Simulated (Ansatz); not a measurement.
**Two runs on V**

System: V (I4/mmm, 1 atom in the cell).
Method of run A: Kohn-Sham DFT of a periodic cell, PBE, all-electron LAPW, scalar-relativistic, spin-polarised (Ansatz 0.2.0).

The structure derives from an entry of the Crystallography Open Database. Text and figures count atoms from 1; the logs count them from 0 in places.

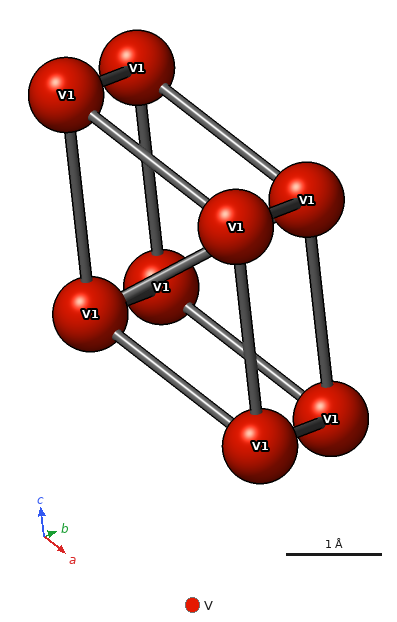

Fig. 1: The structure as given in the input (ball-and-stick view of the cell of the calculation, seen slightly off an axis; atoms are numbered from 1 in the order of the input). An atom can appear more than once, as a periodic image. Near neighbours in the periodic cell (some may lie outside the picture): V has 8 V at 2.59 Å.

### Input, run A
```yaml
crystal:
  lattice:
    - [-1.484063, 1.484063, 1.51435]
    - [1.484063, -1.484063, 1.51435]
    - [1.484063, 1.484063, -1.51435]
  atoms:
    - { symbol: V, position: [0.0, 0.0, 0.0], spin: 2.0 }
kpoints:
  mp_grid: { grid: [9, 9, 9] }
scf:
  occupations: { method: fermi_dirac, width: 0.05 }
hamiltonian:
  xc: pbe
  pseudopotentials: { kind: all_electron, lapw: { basis_error: 0.001 } }
magnetization:
  spin_polarized: true
output:
  forces: true
  stress: true
  eigenvalues: true
```

Launched with:
```bash
ansatz run input.yaml --threads 2 --pin off --max-ram 6144MiB --backend cpu --events-out ev --progress --plain --runs-dir out
```

Hardware: 2 threads of Intel Xeon @ 2.50GHz (Skylake/Cascade Lake), 16 GiB of memory available, shared host.

### Output, shortened to warnings, some set-up lines, iterations and results (run A)
```
WARN: the starting moments were not kept: the SCF closed with an absolute magnetisation of 6.5e-6 μB, where they sum to 2 μB in size (1 site). That is at most 0.1 of that sum. Measured as dr2_m measures the in/out step, that magnetisation stands 8.3e-12 eV from none, at or under the dr2_threshold of 1.0e-7 eV: it is no larger than a step whose dr2_m would equal this threshold. The system may hold …
Basis set: ecut = 265.61489758158865 eV, 137 PW (Γ), exchange–correlation at level 2
Symmetry: 16 space group operations
k-points: 75 of 729
Initial density: superposition of atomic densities (chi_scale 0.1, normalization cell)
[...]
SCF iter   1: F=—  HF=-25832.380491 eV  |F-HF|=—  |Δ(HF+E_count)|=         —  Δρ=7.30e-2 (↑7.30e-2 ↓6.19e-2)  dr2=4.24e-2  dr2_m=5.42e-1  M=0.435 μB ∫|m|=0.435 μB  β_m=0.30  …
SCF iter   2: F=—  HF=-25832.151994 eV  |F-HF|=—  |Δ(HF+E_count)|=   2.28e-1  Δρ=4.97e-2 (↑4.97e-2 ↓4.47e-2)  dr2=8.78e-3  dr2_m=2.69e-1  M=0.425 μB ∫|m|=0.425 μB  β_m=0.62  …
SCF iter   3: F=—  HF=-25832.129676 eV  |F-HF|=—  |Δ(HF+E_count)|=   2.23e-2  Δρ=1.16e-2 (↑1.16e-2 ↓7.81e-3)  dr2=7.69e-3  dr2_m=9.03e-3  M=0.261 μB ∫|m|=0.261 μB  β_m=0.54  …
SCF iter   4: F=—  HF=-25832.088576 eV  |F-HF|=—  |Δ(HF+E_count)|=         —  Δρ=3.60e-3 (↑3.57e-3 ↓3.60e-3)  dr2=4.74e-6  dr2_m=1.57e-3  M=0.205 μB ∫|m|=0.205 μB  β_m=0.77  …
SCF iter   5: F=—  HF=-25832.089333 eV  |F-HF|=—  |Δ(HF+E_count)|=   7.57e-4  Δρ=1.68e-3 (↑1.60e-3 ↓1.68e-3)  dr2=8.19e-6  dr2_m=3.27e-4  M=0.158 μB ∫|m|=0.158 μB  β_m=0.89  …
SCF iter   6: F=—  HF=-25832.090180 eV  |F-HF|=—  |Δ(HF+E_count)|=   8.47e-4  Δρ=5.34e-4 (↑5.21e-4 ↓5.34e-4)  dr2=3.97e-7  dr2_m=3.38e-5  M=0.065 μB ∫|m|=0.065 μB  β_m=0.94  …
SCF iter   7: F=—  HF=-25832.090259 eV  |F-HF|=—  |Δ(HF+E_count)|=   7.89e-5  Δρ=2.42e-4 (↑2.42e-4 ↓2.36e-4)  dr2=9.20e-8  dr2_m=6.93e-6  M=0.030 μB ∫|m|=0.030 μB  β_m=0.97  …
SCF iter   8: F=—  HF=-25832.090275 eV  |F-HF|=—  |Δ(HF+E_count)|=   1.60e-5  Δρ=8.05e-5 (↑8.05e-5 ↓7.72e-5)  dr2=1.92e-8  dr2_m=7.54e-7  M=0.010 μB ∫|m|=0.010 μB  β_m=0.99  …
SCF iter   9: F=—  HF=-25832.090277 eV  |F-HF|=—  |Δ(HF+E_count)|=   1.82e-6  Δρ=2.55e-5 (↑2.55e-5 ↓2.40e-5)  dr2=3.57e-9  dr2_m=7.38e-8  M=0.003 μB ∫|m|=0.003 μB  β_m=0.96  …
SCF iter  10: F=—  HF=-25832.090277 eV  |F-HF|=—  |Δ(HF+E_count)|=   1.67e-7  Δρ=8.08e-6 (↑8.08e-6 ↓7.64e-6)  dr2=2.33e-10  dr2_m=7.48e-9  M=0.001 μB ∫|m|=0.001 μB  β_m=0.98  …
SCF iter  11: F=—  HF=-25832.090277 eV  |F-HF|=—  |Δ(HF+E_count)|=   1.98e-8  Δρ=1.89e-6 (↑1.89e-6 ↓1.81e-6)  dr2=1.67e-11  dr2_m=4.12e-10  M=0.000 μB ∫|m|=0.000 μB  β_m=0.99 …
SCF iter  12: F=—  HF=-25832.090277 eV  |F-HF|=—  |Δ(HF+E_count)|=   1.09e-9  Δρ=1.53e-7 (↑1.53e-7 ↓1.35e-7)  dr2=4.40e-13  dr2_m=2.38e-12  M=0.000 μB ∫|m|=0.000 μB  β_m=0.99 …
SCF iter  13: F=-25832.090277 eV  HF=-25832.090277 eV  |F-HF|=3.64e-12  |Δ(HF+E_count)|=  5.46e-11  Δρ=3.80e-8 (↑2.25e-8 ↓3.80e-8)  dr2=1.26e-13  dr2_m=7.41e-14  M=0.000 μB …
SCF 1 converged in 13 iterations: F = -25832.090277 eV  dr2 = 1.26e-13
WARN: the starting moments were not kept: the SCF closed with an absolute magnetisation of 6.5e-6 μB, where they sum to 2 μB in size (1 site). That is at most 0.1 of that sum. Measured as dr2_m measures the in/out step, that magnetisation stands 8.3e-12 eV from none, at or under the dr2_threshold …
SCF converged after 13 iterations
Magnetization: 0.0000 μB (6.5000 up, 6.5000 down)
Absolute magnetization: 0.0000 μB (∫|ρ↑−ρ↓|)
Spin contamination: 0.0000 ħ² per cell (⟨S²⟩ above its minimum at these occupations)
Per-site moments (μB) at R_I (Å): [(5.573766912903011e-6, 1.2940384170125836)]
Free energy (F): -25832.090277 eV
Harris-Foulkes:  -25832.090277 eV  (|F-HF|=3.64e-12)
Internal energy: -25832.072025 eV  (E = F + TS)
E sigma→0 (E₀):  -25832.081151 eV
Entropy (-TS):   -0.018252 eV (-18.252 meV/atom)
Fermi energy:    17.320212 eV
--- Per-component energies (eV) ---
  E_band       = -134.735015
  E_kinetic    = 26107.000978
  E_xc         = -1236.612871
  E_electrostatic = -50702.460132  (all electrons and nuclei)
  E_smearing   = -0.018252  (= −TS)
  E_closure    = 0.000000  (closes the sum)
  E_atoms      = -25823.683572  (free atoms, spherical and without spin; not in F)
  Σ components = -25832.090277   (vs F -25832.090277, Δ=0.00e0)
[...]
```

For run B the input was changed thus:
```diff
-    - [-1.484063, 1.484063, 1.51435]
-    - [1.484063, -1.484063, 1.51435]
-    - [1.484063, 1.484063, -1.51435]
+    - [-1.51435, 1.51435, 1.51435]
+    - [1.51435, -1.51435, 1.51435]
+    - [1.51435, 1.51435, -1.51435]
```

How does run B compare with run A?

With the same functional and potentials, run B lies 7.3 meV per atom higher. The net moment of the cell goes from 0.00 to 0.16 μB. The pressure goes from 1.15 to −5.51 GPa. The volume per atom goes from 13.34 to 13.89 Å³. The SCF takes 12 iterations against 13. The irreducible k-points go from 75 to 35. The plane waves at Γ go from 137 to 135.

### Output, shortened to warnings, some set-up lines, iterations and results (run B)
```
Basis set: ecut = 257.5864757679866 eV, 135 PW (Γ), exchange–correlation at level 2
Symmetry: 48 space group operations
k-points: 35 of 729
Initial density: superposition of atomic densities (chi_scale 0.1, normalization cell)
[...]
SCF iter   1: F=—  HF=-25832.389633 eV  |F-HF|=—  |Δ(HF+E_count)|=         —  Δρ=7.05e-2 (↑7.05e-2 ↓5.98e-2)  dr2=4.21e-2  dr2_m=5.27e-1  M=0.427 μB ∫|m|=0.427 μB  β_m=0.30  …
SCF iter   2: F=—  HF=-25832.149423 eV  |F-HF|=—  |Δ(HF+E_count)|=   2.40e-1  Δρ=4.75e-2 (↑4.75e-2 ↓4.26e-2)  dr2=8.51e-3  dr2_m=2.55e-1  M=0.431 μB ∫|m|=0.432 μB  β_m=0.61  …
SCF iter   3: F=—  HF=-25832.121593 eV  |F-HF|=—  |Δ(HF+E_count)|=   2.78e-2  Δρ=1.10e-2 (↑1.10e-2 ↓7.10e-3)  dr2=7.79e-3  dr2_m=7.97e-3  M=0.304 μB ∫|m|=0.304 μB  β_m=0.53  …
SCF iter   4: F=—  HF=-25832.082198 eV  |F-HF|=—  |Δ(HF+E_count)|=         —  Δρ=2.86e-3 (↑2.86e-3 ↓2.80e-3)  dr2=5.10e-6  dr2_m=1.02e-3  M=0.264 μB ∫|m|=0.264 μB  β_m=0.77  …
SCF iter   5: F=—  HF=-25832.082612 eV  |F-HF|=—  |Δ(HF+E_count)|=   4.14e-4  Δρ=1.13e-3 (↑1.10e-3 ↓1.13e-3)  dr2=1.82e-6  dr2_m=1.58e-4  M=0.232 μB ∫|m|=0.232 μB  β_m=0.88  …
SCF iter   6: F=—  HF=-25832.082945 eV  |F-HF|=—  |Δ(HF+E_count)|=   3.33e-4  Δρ=1.74e-4 (↑1.73e-4 ↓1.74e-4)  dr2=1.57e-6  dr2_m=3.23e-6  M=0.179 μB ∫|m|=0.179 μB  β_m=0.94  …
SCF iter   7: F=—  HF=-25832.082968 eV  |F-HF|=—  |Δ(HF+E_count)|=   2.31e-5  Δρ=4.21e-5 (↑3.98e-5 ↓4.21e-5)  dr2=1.73e-8  dr2_m=2.06e-7  M=0.164 μB ∫|m|=0.164 μB  β_m=0.97  …
SCF iter   8: F=—  HF=-25832.082968 eV  |F-HF|=—  |Δ(HF+E_count)|=   3.90e-7  Δρ=1.30e-5 (↑1.27e-5 ↓1.30e-5)  dr2=4.15e-10  dr2_m=2.08e-8  M=0.162 μB ∫|m|=0.162 μB  β_m=0.99  …
SCF iter   9: F=—  HF=-25832.082968 eV  |F-HF|=—  |Δ(HF+E_count)|=   4.65e-8  Δρ=4.98e-6 (↑4.92e-6 ↓4.98e-6)  dr2=1.90e-11  dr2_m=3.12e-9  M=0.161 μB ∫|m|=0.161 μB  β_m=0.99  …
SCF iter  10: F=—  HF=-25832.082968 eV  |F-HF|=—  |Δ(HF+E_count)|=   7.37e-9  Δρ=1.21e-6 (↑1.21e-6 ↓1.21e-6)  dr2=6.31e-14  dr2_m=1.86e-10  M=0.161 μB ∫|m|=0.161 μB  β_m=1.00 …
SCF iter  11: F=—  HF=-25832.082968 eV  |F-HF|=—  |Δ(HF+E_count)|=  6.04e-10  Δρ=3.16e-7 (↑3.16e-7 ↓3.02e-7)  dr2=1.62e-13  dr2_m=1.21e-11  M=0.161 μB ∫|m|=0.161 μB  β_m=1.00 …
SCF iter  12: F=-25832.082968 eV  HF=-25832.082968 eV  |F-HF|=0.00e0  |Δ(HF+E_count)|=  5.46e-11  Δρ=6.22e-8 (↑5.49e-8 ↓6.22e-8)  dr2=7.25e-14  dr2_m=4.12e-13  M=0.161 μB …
SCF 1 converged in 12 iterations: F = -25832.082968 eV  dr2 = 7.25e-14
SCF converged after 12 iterations
Magnetization: 0.1611 μB (6.5805 up, 6.4195 down)
Absolute magnetization: 0.1611 μB (∫|ρ↑−ρ↓|)
Spin contamination: 0.0002 ħ² per cell (⟨S²⟩ above its minimum at these occupations)
Per-site moments (μB) at R_I (Å): [(0.13558663825064343, 1.3114655506785995)]
Free energy (F): -25832.082968 eV
Harris-Foulkes:  -25832.082968 eV  (|F-HF|=0.00e0)
Internal energy: -25832.064371 eV  (E = F + TS)
E sigma→0 (E₀):  -25832.073670 eV
Entropy (-TS):   -0.018597 eV (-18.597 meV/atom)
Fermi energy:    16.505768 eV
--- Per-component energies (eV) ---
  E_band       = -145.454234
  E_kinetic    = 26105.318868
  E_xc         = -1236.090467
  E_electrostatic = -50701.292773  (all electrons and nuclei)
  E_smearing   = -0.018597  (= −TS)
  E_closure    = 0.000000  (closes the sum)
  E_atoms      = -25823.683572  (free atoms, spherical and without spin; not in F)
  Σ components = -25832.082968   (vs F -25832.082968, Δ=0.00e0)
  Basis errors (estimates in eV, not in F): energy 2.4e-4 per atom: plane waves 2.1e-4 (1.1e-4 summed), levels above the bands 8.6e-105, relativity 8.4e-9, radial functions 3.2e-5, core shells 8.2e-8; eigenvalues (radial functions only) 1.4e-6; not estimated: angular momenta, meshes, grids; target …
--- Forces (eV/Å), atoms counted from 1 ---
  atom   1  V      0.00000000    -0.00000000     0.00000000
  max |Σ_I F_I| component: 2.71e-31 eV/Å
--- Stress (GPa, compression-positive) ---
       -5.512066      -0.000000      -0.000000
       -0.000000      -5.512066      -0.000000
       -0.000000      -0.000000      -5.512066
  P = ⅓ Tr σ = -5.5121 GPa (-55.121 kbar)
```

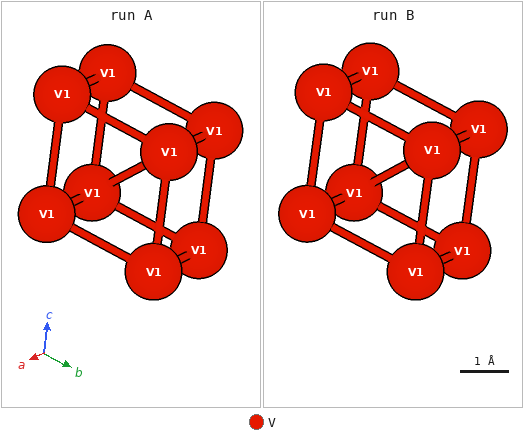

Fig. 2: The two input geometries at one scale (ball-and-stick view of the cell of the calculation, seen slightly off an axis). No atom moves by more than 0.005 Å relative to the cell. Cell: a = b = c 2.588 → 2.623 Å (+1.3 %), α 110.0° → 109.5°, β 110.0° → 109.5°, γ 108.4° → 109.5°. Volume +4.1 %. Among the contacts that change: V1–V1 2.588 → 2.623 Å.

### The two runs side by side

| quantity | run A | run B |
| --- | --- | --- |
| outcome | converged | converged |
| free energy per atom (eV) | −25832.0903 | −25832.0830 |
| energy per atom, smearing taken to zero (eV) | −25832.0812 | −25832.0737 |
| gap on the mesh (eV) | 0.00 | 0.00 |
| net moment of the cell (μB) | 0.00 | 0.16 |
| absolute moment of the cell (μB) | 0.00 | 0.16 |
| pressure (GPa) | 1.15 | −5.51 |
| volume per atom (Å³) | 13.34 | 13.89 |
| largest force (eV/Å) | 0.000 | 0.000 |
| SCF iterations | 13 | 12 |
| irreducible k-points | 75 | 35 |
| plane waves at Γ | 137 | 135 |

For both runs: Points of doubt noted for this run: coarse mesh for a metal. For run A: Warnings: some starting moments were not kept. For run B: The cell is under a tension of 5.5 GPa at this level, so it is not at its equilibrium volume.
